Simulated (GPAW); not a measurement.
PtS₂ (space group P-3m1, No. 164). Coordinates: an entry of the Crystallography Open Database, as set up for an electronic-structure calculation.

```
Pt S
1.0
     3.54320    0.00000    0.00000
    -1.77160    3.06850    0.00000
     0.00000    0.00000    5.03880
Pt S
1 2
Direct
  0.00000 0.00000 0.00000
  0.66667 0.33333 0.77300
  0.33333 0.66667 0.22700
```

Describe the stacking along c, naming the columns A, B, C as they first turn up.

Pt(A) – S(B) – S(C) (three layers in 5.04 Å).

S layers alone: BC, the hexagonal close-packed type.

Pt: one octahedral site, counted in one hexagonal cell. One of the two gaps between S layers is empty, 2.75 Å wide.

Polytype symbol 1T, the symbol of a layered MX2 polytype (number of slabs in the repeat and lattice).

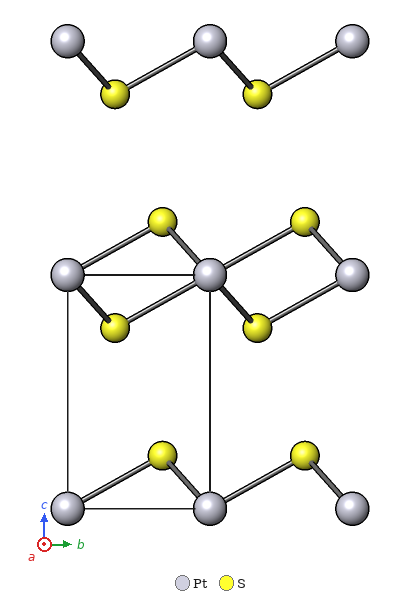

Projection along an edge of the hexagonal mesh, stacking direction c upwards. Every atom sits on one of the three columns of the mesh; call them A, B, C in the order in which they first turn up. The sequence starts with the first layer at or above the cell's origin.
